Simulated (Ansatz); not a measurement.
# Geometry relaxation of Al5Cu3 (part 3 of 3)

Al5Cu3 (slab, 16 atoms in the cell); DFT PBEsol, scalar-relativistic, plane waves, PAW, no spin polarisation (Ansatz 0.2.0); cutoff 420 eV, 8×8×1 k-mesh, Gaussian smearing of 0.1 eV. The structure derives from an entry of the Crystallography Open Database. It belongs to a series of runs on one base structure; here: (1 1 0) slab, atoms relaxed.

Geometry of the input (Å; fractional positions):
```
4.8278  0.0000  0.0000
-2.4139  4.2378  0.0000
0.0000  0.0000  25.0126
Al 0.7500  0.5000  0.2998
Cu 0.7500  0.0000  0.3306
Cu 0.2500  0.0000  0.3306
Al 0.2500  0.5000  0.3613
Al 0.9093  0.8186  0.4153
Al 0.5907  0.1814  0.4153
Al 0.2500  0.5000  0.4693
Cu 0.2500  0.0000  0.5000
Cu 0.7500  0.0000  0.5000
Al 0.7500  0.5000  0.5307
Al 0.4093  0.8186  0.5847
Al 0.0907  0.1814  0.5847
Al 0.7500  0.5000  0.6387
Cu 0.7500  0.0000  0.6694
Cu 0.2500  0.0000  0.6694
Al 0.2500  0.5000  0.7002
```

**Output, continued**
```
  k-point 1: bands = ["-111.0583", "-111.0481", "-110.5158", "-110.5158", "-110.5055", "-110.5055", "-68.5954", "-68.5854", "-68.5811", "-68.5707", "-68.5607", "-68.4731", "-68.1165", "-68.1165", "-68.0948", "-68.0948", "-68.0526", "-68.0526", "-67.9654", "-67.9654", "-67.9563", "-67.9563", "-67.9556", "-67.9556", "-8.1474", "-7.3590", "-6.2682", "-4.5005", "-3.2241", "-2.9401", "-2.8925", "-2.7655", "-2.5148", "-2.4255", "-2.4109", "-2.3444", "-2.1306", "-2.0140", "-2.0042", "-1.9496", "-1.7680", "-1.6479", "-1.5273", "-1.5034", "-1.4809", "-1.2355", "-1.1766", "-1.1752", "-0.9888", "-0.9639", "-0.9112", "-0.8584", "-0.8499", "-0.8172", "-0.7083", "-0.5483", "-0.4331", "-0.3744", "-0.3742", "-0.2120", "-0.2112", "-0.2039", "0.1564", "0.1648", "0.2723", "0.7236", "0.9624", "1.2404", "1.3458", "1.6971", "1.7449", "2.0208", "2.1156", "2.3327", "2.4777", "3.3165", "3.8068", "4.1005", "4.6008", "4.6437", "4.6611", "4.8446", "4.9699", "5.2933", "5.5667", "5.6318", "6.2012", "6.2819"]
  k-point 2: bands = ["-111.0583", "-111.0481", "-110.5158", "-110.5158", "-110.5055", "-110.5055", "-68.5954", "-68.5854", "-68.5811", "-68.5707", "-68.5607", "-68.4731", "-68.1166", "-68.1166", "-68.0948", "-68.0948", "-68.0527", "-68.0527", "-67.9654", "-67.9654", "-67.9563", "-67.9563", "-67.9556", "-67.9556", "-7.7602", "-6.9769", "-5.8777", "-4.1770", "-3.9744", "-3.3258", "-2.9509", "-2.8331", "-2.7877", "-2.6358", "-2.3887", "-2.3342", "-2.2916", "-2.2265", "-2.0672", "-2.0499", "-1.8815", "-1.7899", "-1.6595", "-1.6584", "-1.5566", "-1.5075", "-1.4864", "-1.3093", "-1.0919", "-1.0357", "-1.0318", "-0.9392", "-0.9240", "-0.8956", "-0.8498", "-0.8200", "-0.7964", "-0.7538", "-0.3769", "-0.3767", "-0.2283", "-0.2100", "-0.2099", "0.3040", "0.3380", "0.6022", "0.7127", "0.7661", "1.1804", "1.6976", "2.1479", "2.4775", "2.6971", "2.7847", "3.2130", "3.7777", "4.2507", "4.6006", "4.8550", "4.9249", "5.2578", "5.4453", "5.6398", "5.7960", "6.0299", "6.2682", "6.2779", "6.8810"]
  k-point 20: bands = ["-111.0533", "-111.0532", "-110.5107", "-110.5107", "-110.5107", "-110.5107", "-68.5904", "-68.5904", "-68.5657", "-68.5657", "-68.5272", "-68.5272", "-68.1032", "-68.1032", "-68.1031", "-68.1031", "-68.0072", "-68.0072", "-68.0072", "-68.0072", "-67.9605", "-67.9605", "-67.9605", "-67.9605", "-6.6953", "-5.9672", "-4.8825", "-4.7872", "-4.7401", "-4.1156", "-4.0256", "-3.5401", "-3.1513", "-2.6244", "-2.4622", "-2.2662", "-2.0834", "-1.9390", "-1.8470", "-1.7979", "-1.7794", "-1.7516", "-1.5997", "-1.5804", "-1.5452", "-1.5118", "-1.4993", "-1.4170", "-1.3123", "-1.3105", "-1.2565", "-1.1729", "-1.1651", "-1.1508", "-1.1042", "-1.0982", "-1.0397", "-0.9212", "-0.9083", "-0.8580", "-0.8222", "-0.6986", "-0.6531", "-0.5593", "0.2208", "0.3441", "0.4874", "1.4992", "1.9975", "2.2380", "2.4076", "2.4620", "2.7197", "2.9905", "3.4270", "3.7962", "4.1902", "4.7799", "5.4278", "5.4572", "5.7618", "5.9280", "6.0352", "7.1007", "7.1662", "7.4114", "7.5128", "7.9234"]
--- Relaxed structure (5 steps of the walk, 5 accepted, 0 SCFs on fresh bases) ---
  F+E_penalty+E_count = -44777.83519094 eV   max|allowed force component| = 2.146e-3 eV/Å
  atoms:
    - { symbol: Al, position: [0.75, 0.49999999999999994, 0.31155713486286024] }
    - { symbol: Cu, position: [0.7499999999999999, 8.077935669463161e-28, 0.332073388162507] }
    - { symbol: Cu, position: [0.24999999999999994, 2.0194839173657902e-28, 0.332073388162507] }
    - { symbol: Al, position: [0.25, 0.49999999999999994, 0.35729380085695295] }
    - { symbol: Al, position: [0.9117076828038577, 0.8234153656077156, 0.4163737671706216] }
    - { symbol: Al, position: [0.5882923171961421, 0.17658463439228422, 0.4163737671706216] }
    - { symbol: Al, position: [0.25, 0.49999999999999994, 0.4685099695753899] }
    - { symbol: Cu, position: [0.24999999999999994, 2.0194839173657902e-28, 0.4999999974781561] }
    - { symbol: Cu, position: [0.7499999999999999, 8.077935669463161e-28, 0.4999999974781561] }
    - { symbol: Al, position: [0.75, 0.49999999999999994, 0.5314900422760368] }
    - { symbol: Al, position: [0.4117076828458608, 0.8234153656917214, 0.5836262307532492] }
    - { symbol: Al, position: [0.08829231715413922, 0.17658463430827842, 0.5836262307532492] }
    - { symbol: Al, position: [0.75, 0.49999999999999994, 0.6427062046743813] }
    - { symbol: Cu, position: [0.7499999999999999, 8.077935669463161e-28, 0.6679266084479328] }
    - { symbol: Cu, position: [0.24999999999999994, 2.0194839173657902e-28, 0.6679266084479328] }
    - { symbol: Al, position: [0.25, 0.49999999999999994, 0.688442863729444] }
```

**Trajectory as extended XYZ (Å, eV, eV/Å), 5 frames, from step=1 to step=5**
```
16
Lattice="4.8278 0.0000 0.0000 -2.4139 4.2378 0.0000 0.0000 0.0000 25.0126" Properties=species:S:1:pos:R:3:forces:R:3 step=1 energy=-44777.53047
Al    2.4139    2.1189    7.5000    0.0000   0.0000   0.8516
Cu    3.6209    0.0000    8.2686    0.0000   0.0000  -0.0464
Cu    1.2070    0.0000    8.2686    0.0000   0.0000  -0.0464
Al    0.0000    2.1189    9.0371    0.0000   0.0000  -0.4161
Al    2.4139    3.4692   10.3874    0.0000   0.1220  -0.0963
Al    2.4139    0.7686   10.3874    0.0000  -0.1220  -0.0963
Al    0.0000    2.1189   11.7378    0.0000   0.0000   0.0185
Cu    1.2070    0.0000   12.5063    0.0000   0.0000   0.0000
Cu    3.6209    0.0000   12.5063    0.0000   0.0000   0.0000
Al    2.4139    2.1189   13.2749    0.0000   0.0000  -0.0185
Al    0.0000    3.4692   14.6252    0.0000   0.1220   0.0963
Al    0.0000    0.7686   14.6252    0.0000  -0.1220   0.0963
Al    2.4139    2.1189   15.9755    0.0000   0.0000   0.4161
Cu    3.6209    0.0000   16.7441    0.0000   0.0000   0.0464
Cu    1.2070    0.0000   16.7441    0.0000   0.0000   0.0464
Al    0.0000    2.1189   17.5126    0.0000   0.0000  -0.8516
16
Lattice="4.8278 0.0000 0.0000 -2.4139 4.2378 0.0000 0.0000 0.0000 25.0126" Properties=species:S:1:pos:R:3:forces:R:3 step=2 energy=-44777.78553
Al    2.4139    2.1189    7.6937    0.0000   0.0000   0.3074
Cu    3.6209    0.0000    8.2897    0.0000   0.0000  -0.0242
Cu    1.2070    0.0000    8.2897    0.0000   0.0000  -0.0242
Al    0.0000    2.1189    9.0030    0.0000   0.0000  -0.2426
Al    2.4139    3.4777   10.3911    0.0000   0.0938   0.0608
Al    2.4139    0.7601   10.3911    0.0000  -0.0938   0.0608
Al    0.0000    2.1189   11.7306    0.0000   0.0000   0.0473
Cu    1.2070    0.0000   12.5063    0.0000   0.0000   0.0000
Cu    3.6209    0.0000   12.5063    0.0000   0.0000   0.0000
Al    2.4139    2.1189   13.2820    0.0000   0.0000  -0.0473
Al    0.0000    3.4777   14.6215    0.0000   0.0938  -0.0608
Al    0.0000    0.7601   14.6215    0.0000  -0.0938  -0.0608
Al    2.4139    2.1189   16.0097    0.0000   0.0000   0.2426
Cu    3.6209    0.0000   16.7230    0.0000   0.0000   0.0242
Cu    1.2070    0.0000   16.7230    0.0000   0.0000   0.0242
Al    0.0000    2.1189   17.3190    0.0000   0.0000  -0.3074
16
Lattice="4.8278 0.0000 0.0000 -2.4139 4.2378 0.0000 0.0000 0.0000 25.0126" Properties=species:S:1:pos:R:3:forces:R:3 step=3 energy=-44777.83252
Al    2.4139    2.1189    7.7975    0.0000   0.0000  -0.0236
Cu    3.6209    0.0000    8.2984    0.0000   0.0000   0.0064
Cu    1.2070    0.0000    8.2984    0.0000   0.0000   0.0064
Al    0.0000    2.1189    8.9471    0.0000   0.0000  -0.0060
Al    2.4139    3.4988   10.4059    0.0000  -0.0505   0.0399
Al    2.4139    0.7389   10.4059    0.0000   0.0505   0.0399
Al    0.0000    2.1189   11.7343    0.0000   0.0000  -0.0499
Cu    1.2070    0.0000   12.5063    0.0000   0.0000   0.0000
Cu    3.6209    0.0000   12.5063    0.0000   0.0000   0.0000
Al    2.4139    2.1189   13.2784    0.0000   0.0000   0.0499
Al    0.0000    3.4988   14.6067    0.0000  -0.0505  -0.0399
Al    0.0000    0.7389   14.6067    0.0000   0.0505  -0.0399
Al    2.4139    2.1189   16.0655    0.0000   0.0000   0.0060
Cu    3.6209    0.0000   16.7143    0.0000   0.0000  -0.0064
Cu    1.2070    0.0000   16.7143    0.0000   0.0000  -0.0064
Al    0.0000    2.1189   17.2152    0.0000   0.0000   0.0236
16
Lattice="4.8278 0.0000 0.0000 -2.4139 4.2378 0.0000 0.0000 0.0000 25.0126" Properties=species:S:1:pos:R:3:forces:R:3 step=4 energy=-44777.83473
Al    2.4139    2.1189    7.8018    0.0000   0.0000  -0.0233
Cu    3.6209    0.0000    8.3082    0.0000   0.0000   0.0041
Cu    1.2070    0.0000    8.3082    0.0000   0.0000   0.0041
Al    0.0000    2.1189    8.9477    0.0000   0.0000  -0.0219
Al    2.4139    3.4873   10.4151    0.0000   0.0182   0.0096
Al    2.4139    0.7505   10.4151    0.0000  -0.0182   0.0096
Al    0.0000    2.1189   11.7224    0.0000   0.0000   0.0039
Cu    1.2070    0.0000   12.5063    0.0000   0.0000   0.0000
Cu    3.6209    0.0000   12.5063    0.0000   0.0000   0.0000
Al    2.4139    2.1189   13.2902    0.0000   0.0000  -0.0039
Al    0.0000    3.4873   14.5976    0.0000   0.0182  -0.0096
Al    0.0000    0.7505   14.5976    0.0000  -0.0182  -0.0096
Al    2.4139    2.1189   16.0650    0.0000   0.0000   0.0219
Cu    3.6209    0.0000   16.7045    0.0000   0.0000  -0.0041
Cu    1.2070    0.0000   16.7045    0.0000   0.0000  -0.0041
Al    0.0000    2.1189   17.2109    0.0000   0.0000   0.0233
16
Lattice="4.8278 0.0000 0.0000 -2.4139 4.2378 0.0000 0.0000 0.0000 25.0126" Properties=species:S:1:pos:R:3:forces:R:3 step=5 energy=-44777.83519
Al    2.4139    2.1189    7.7929    0.0000   0.0000   0.0017
Cu    3.6209    0.0000    8.3060    0.0000   0.0000   0.0012
Cu    1.2070    0.0000    8.3060    0.0000   0.0000   0.0012
Al    0.0000    2.1189    8.9369    0.0000   0.0000  -0.0009
Al    2.4139    3.4894   10.4146    0.0000  -0.0009  -0.0021
Al    2.4139    0.7483   10.4146    0.0000   0.0009  -0.0021
Al    0.0000    2.1189   11.7187    0.0000   0.0000   0.0014
Cu    1.2070    0.0000   12.5063    0.0000   0.0000   0.0000
Cu    3.6209    0.0000   12.5063    0.0000   0.0000   0.0000
Al    2.4139    2.1189   13.2940    0.0000   0.0000  -0.0014
Al    0.0000    3.4894   14.5980    0.0000  -0.0009   0.0021
Al    0.0000    0.7483   14.5980    0.0000   0.0009   0.0021
Al    2.4139    2.1189   16.0758    0.0000   0.0000   0.0009
Cu    3.6209    0.0000   16.7066    0.0000   0.0000  -0.0012
Cu    1.2070    0.0000   16.7066    0.0000   0.0000  -0.0012
Al    0.0000    2.1189   17.2198    0.0000   0.0000  -0.0017
```

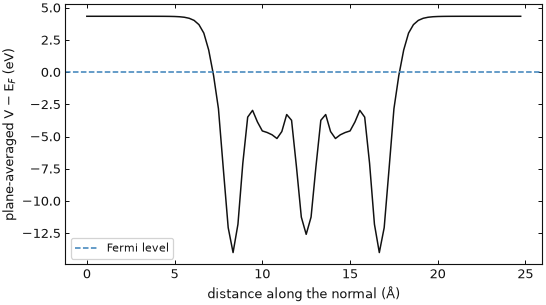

Fig. 1: Plane average of the electrostatic potential energy of an electron across the cell, from the Fermi level. The vacuum level lies 4.33 eV above the Fermi level.

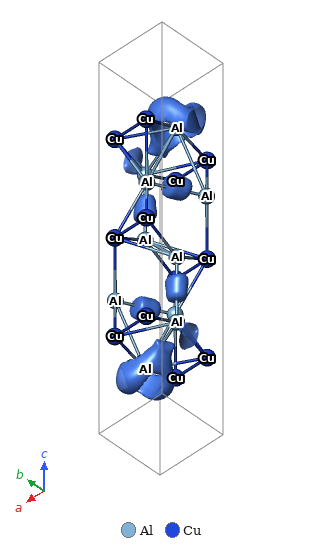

Fig. 2: Isosurface of the electron localisation function at 0.7 (blue), seen at an oblique angle. Core shells and regions of very low density are left out. Sticks mark near contacts. Values along the shortest contacts: Cu–Cu (2.41 Å): the ELF is about 0.25 at the midpoint; no localised pair between them. Al–Cu (2.49 Å): the ELF peaks at about 0.70 between the atoms. The fields are those of the smooth PAW valence density.

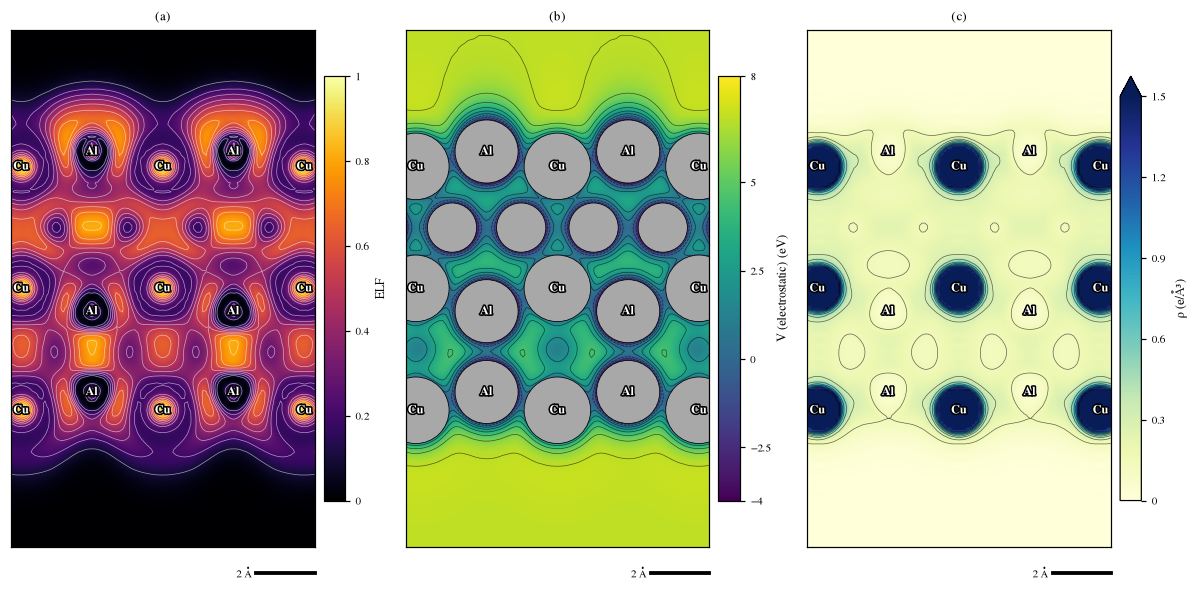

Fig. 3: (a) electron localisation function; (b) electrostatic potential energy of an electron; (c) valence electron density on the (100) plane of the calculation cell, a cut from vacuum to vacuum. Grey discs, where drawn, cover atomic cores. Al–Cu (2.52 Å): the density is about 0.3 e/Å³ at the midpoint; the ELF peaks at about 0.65 between the atoms. Al–Cu (2.52 Å): the density is about 0.3 e/Å³ at the midpoint; the ELF peaks at about 0.65 between the atoms. Al–Al (2.78 Å): ρ is about 0.22 e/Å³ halfway; the ELF peaks at about 0.80 between the atoms, which marks localised, shared-pair bonding. The density dies away to nearly zero in the vacuum. The strong features right at Cu lie inside the PAW spheres (semicore, d or f shells) and say nothing about bonding.
